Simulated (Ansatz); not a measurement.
**Run report: CoSn2, geometry relaxation (part 1 of 4)**

System: CoSn2 (I4/mcm, 6 atoms in the cell).
Method: DFT r2SCAN, scalar-relativistic, plane waves, PAW, spin-polarised (Ansatz 0.2.0).

The structure derives from an entry of the Crystallography Open Database. Figures and captions count atoms from 1; the log counts them from 0 in places.

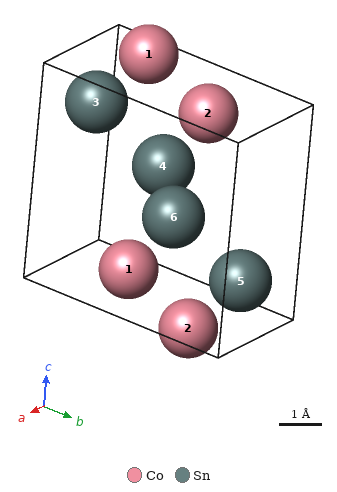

**Figure 1.** The structure as given in the input (spheres-only view of the cell of the calculation, seen slightly off an axis; atoms are numbered from 1 in the order of the input). An atom can appear more than once, as a periodic image.

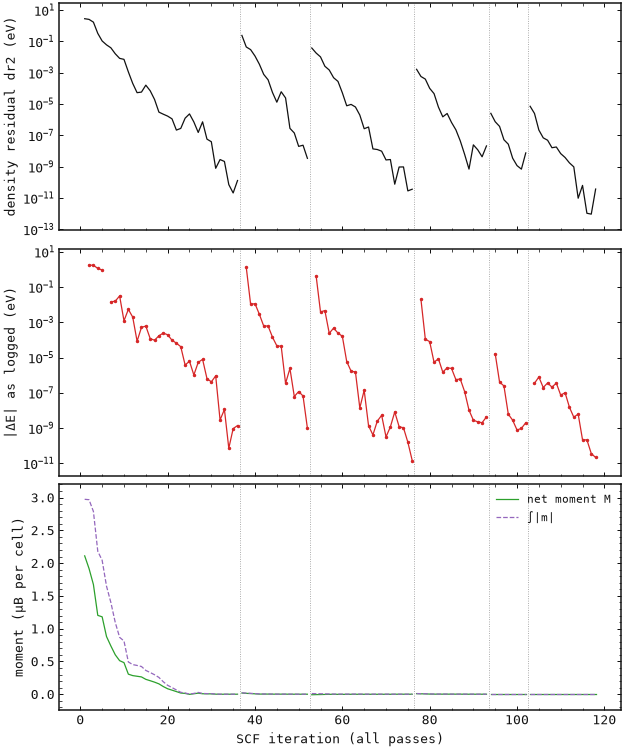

**Figure 2.** Convergence of the self-consistent field: density residual dr2, size of the energy change and magnetic moment against the SCF iteration. The dotted lines part the SCF passes of the relaxation: geometry steps, rejected trials and re-solves on a re-selected basis. The 6 passes take 9 to 36 iterations each, 118 in all. The net moment goes from 2.1 to 0.0 μB per cell, and ∫|m| falls to zero.

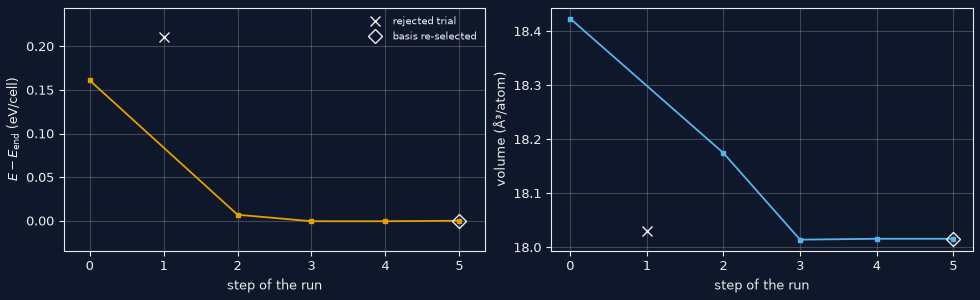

**Figure 3.** Progress of the relaxation, step by step (the first geometry is step 0 here and step 1 in the log).

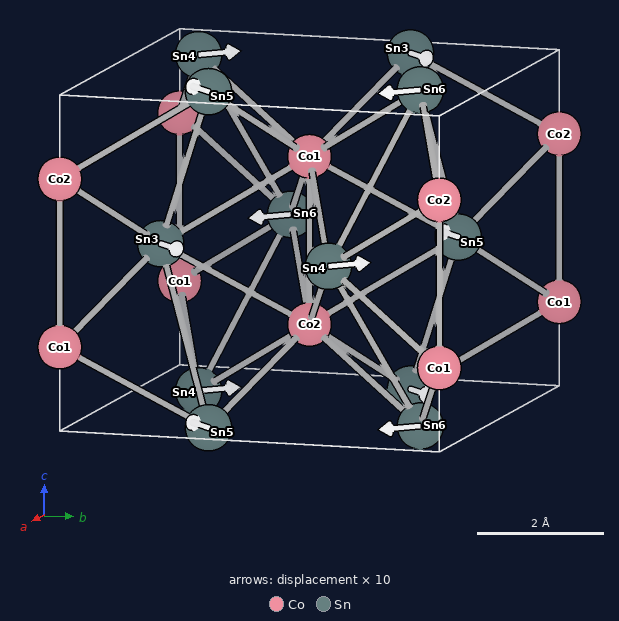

**Figure 4.** The starting structure with the displacements (without the part carried along by the change of the cell) as white arrows, magnified 10 times (ball-and-stick view of the cell 2 times as large as that of the calculation, set on its symmetry axes, seen slightly off an axis). The energy falls by 0.162 eV per cell of the calculation in 4 geometry steps. The largest force component goes from 0.66 to 0.00013 eV/Å. The pressure goes from −2.44 to −0.01 GPa. The line search rejected the trial step at point 1 (counted from 0) and went back. The largest moves relative to the cell, 0.079 Å, are those of Sn3, Sn4, Sn5 and Sn6. Co stays in place. The drawn cell changes as follows: a = b 6.365 → 6.313 Å (−0.8 %), c 5.457 → 5.425 Å (−0.6 %); the volume changes by −2.2 %. Among the contacts that change: Sn3–Sn5 2.844 → 2.979 Å, Co1–Sn3 2.759 → 2.715 Å, Co1–Co2 2.729 → 2.712 Å. The space group stays I4/mcm (No. 140). A last SCF at the same geometry on a re-selected plane-wave basis shifts the energy by +0.6 meV per cell of the calculation. (Atoms are counted from 1 in the order of the input.)

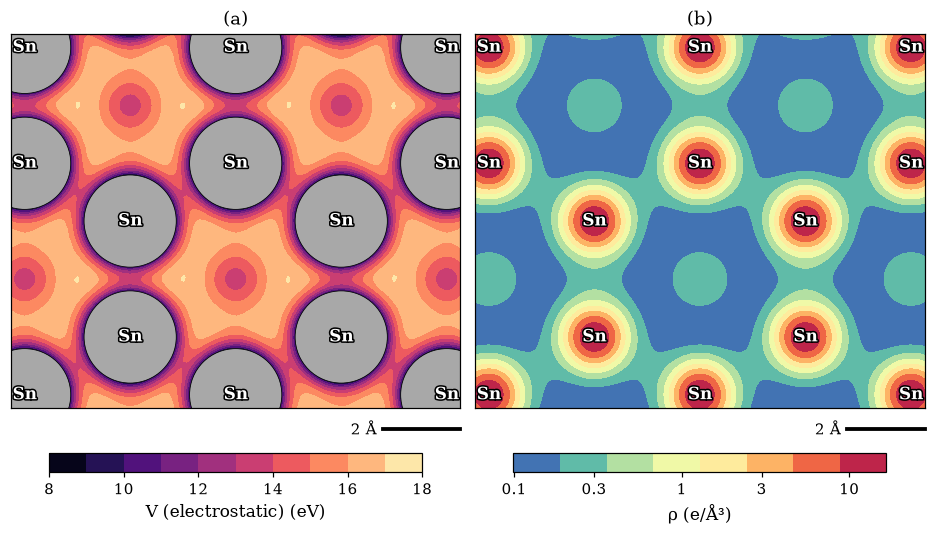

**Figure 5.** (a) electrostatic potential energy of an electron; (b) valence electron density on the (11̄0) plane of the conventional cell. Grey discs, where drawn, cover atomic cores. Atoms in the plane: Sn. Sn–Sn (2.98 Å): ρ at the midpoint is about 0.3 e/Å³. Sn–Sn (3.09 Å): the density is about 0.22 e/Å³ at the midpoint. Away from the nuclei the density in this plane falls to 0.1 e/Å³ at its lowest. Outside the cores the potential energy rises away from the atoms and is highest about 2.0 Å from the nearest atoms; outside the discs it spans about 8 eV, and its zero is arbitrary. The fields are those of the smooth PAW valence density.

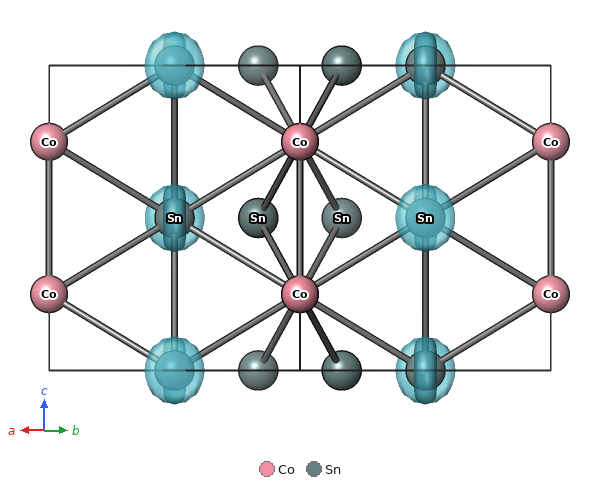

**Figure 6.** Isosurface of the ELF at 0.55 (cyan), seen along [110]. Only the valence region is drawn (cores and ρ < 0.01 e/Å³ removed). Sticks mark near contacts. The outline is the cell set on symmetry axes. Along the contacts the grid gives the following. Co–Co (2.71 Å): the ELF is about 0.35 at the midpoint, as expected for metallic bonding. Co–Sn (2.72 Å): the ELF is about 0.40 at the midpoint, as expected for nearly free electrons, as in a simple metal.

The input and output of the run follow.

The input
```yaml
crystal:
  lattice:
    - [-3.1825, 3.1825, 2.7285]
    - [3.1825, -3.1825, 2.7285]
    - [3.1825, 3.1825, -2.7285]
  atoms:
    - { symbol: Co, position: [0.25, 0.25, 0.0], spin: 1.42 }
    - { symbol: Co, position: [0.75, 0.75, 0.0], spin: 1.42 }
    - { symbol: Sn, position: [0.658, 0.158, 0.816] }
    - { symbol: Sn, position: [0.158, 0.342, 0.5] }
    - { symbol: Sn, position: [0.342, 0.842, 0.184] }
    - { symbol: Sn, position: [0.842, 0.658, 0.5] }
basis:
  ecutwfc: 500
kpoints:
  mp_grid: { grid: [8, 8, 8] }
hamiltonian:
  xc: r2scan
scf:
  occupations: { method: gaussian, width: 0.1 }
output:
  forces: true
  stress: true
  eigenvalues: true
  populations: true
  write_density: true
  write_potential: true
  elf: true
  volumetric_format: npy
magnetization:
  spin_polarized: true
relax:
  adjacent_minimum: "off"
  f_tol: 0.005
  max_steps: 80
  cell: { stress_tol: 0.05 }
```

Run as:
```bash
ansatz run input.yaml --threads 2 --pin off --max-ram 5120MiB --backend cpu --events-out ev --progress --plain --runs-dir out
```

What the program printed
```
Engine: ansatz 0.2.0, aarch64-unknown-linux-gnu
Pseudopotentials: kind: paw
Pseudopotential: Co, paw, valence charge 17, recommended cutoff 500 eV (meta_gga), Co.paw.azcp
Pseudopotential: Sn, paw, valence charge 14, recommended cutoff 500 eV (meta_gga), Sn.paw.azcp
Functional definition: r2SCAN
  parameter k0 = 0.174
  parameter k1 = 0.065
  parameter a1 = 4.9479
  exchange = r2scan_x(k0 = k0, k1 = k1, a1 = a1)
  correlation = r2scan_c
Crystal: 6 atoms, lattice volume = 110.540 Å³
Basis set: ecut = 500 eV, 2773 PW (Γ), exchange–correlation on 160×160×160 points (64 copies of the dense FFT grid, shifted against one another)
Bands: 56, of which v1, the nominal top of the filled ones, is band 45 counted from 1 (44 counted from 0)
Symmetry: 16 space group operations
Space group: I4/mcm (ITA 140), of the structure as read, at distance tolerance 4.8e-5 Å
Magnetic group: BNS 140.541 (UNI 1201), of the structure as read, at distance tolerance 4.8e-5 Å
k-points: 59 of 512
Non-local potential: Co, projectors of the file, l = 0: 3, l = 1: 2, l = 2: 3, l = 3: 1
Non-local potential: Sn, projectors of the file, l = 0: 2, l = 1: 2, l = 2: 2, l = 3: 2
PAW form: soft (Blöchl's): semilocal exchange-correlation on the pseudo side does not see the compensation charge
PAW frozen core: Co, regenerated for the run's functional (the file was generated under x = pbe(κ = 0.804, μ = 0.2195149727645171), c = pbe(β = 0.06672455060314922))
PAW frozen core: Sn, regenerated for the run's functional (the file was generated under x = pbe(κ = 0.804, μ = 0.2195149727645171), c = pbe(β = 0.06672455060314922))
PAW one-centre angular grid: Co, 590 points (default); XC on 160 Gauss nodes
PAW one-centre angular grid: Sn, 590 points (default); XC on 249 of its mesh's 2787 points in the sphere
Initial density: superposition of atomic densities (chi_scale 0.1, normalization cell)
Starting moments: Σ|m| = 2.84 μB on 2 of 6 sites
Initial wavefunctions: pseudopotential atomic-orbital guess
Functional: x = r2scan, c = r2scan; τ floored in thin density (d = 2e-4 eV/Å³)
```
